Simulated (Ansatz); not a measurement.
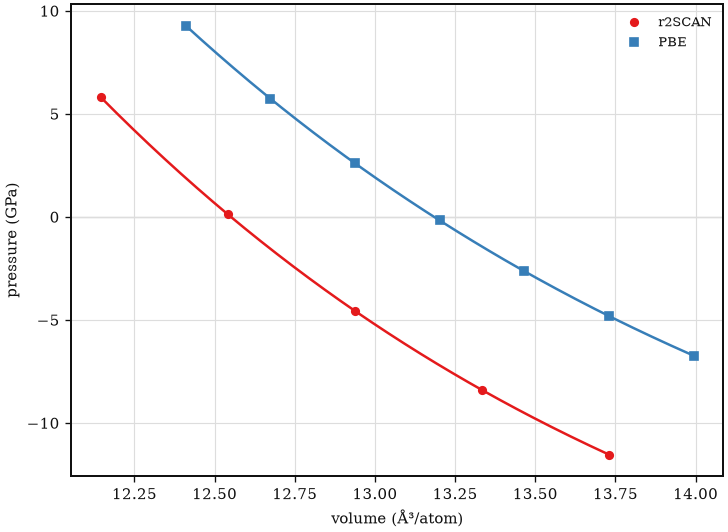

The picture above shows the pressure against volume, with one curve for each functional, for PbO₂ (space group Fm-3m).

Calculation (Ansatz 0.2.0 development build): equation of state of a cubic crystal from periodic Kohn-Sham density functional theory without spin, third-order Birch-Murnaghan fit to the free energies; pressure corrected for the finite basis.

- structure type: fluorite
- atoms in cell: 3
- space group number: 225
- lattice centring: face-centred primitive
- occupation method: Fermi–Dirac
- datasets: soft-1 PAW
- density tolerance: 1e−07 eV
- bands: 17
- density cutoff ratio: 4
- search for lower states: default

Settings that differ: r2SCAN: wave cutoff 500 eV, k mesh 11×11×11, occupation width 0.1 eV; PBE: wave cutoff 420 eV, k mesh 35×35×35, occupation width 0.0612 eV.

### Order the curves by fitted equilibrium volume, smallest first.

r2SCAN 12.55, PBE 13.18 Å³/atom.

### Order the curves by fitted bulk modulus, smallest first.

PBE 131, r2SCAN 163 GPa.

### For r2SCAN: what does the pressure do across the range?

It falls from 5.8 GPa at volume 12.15 Å³/atom to −11.5 GPa at 13.73 Å³/atom, and changes sign near 12.55 Å³/atom.

### For PBE: how does the pressure vary with volume?

It falls from 9.3 GPa at volume 12.41 Å³/atom to −6.7 GPa at 13.99 Å³/atom, and changes sign near 13.19 Å³/atom.

Note: cubic model structure, not the ambient form; no spin-orbit coupling with 6p elements.
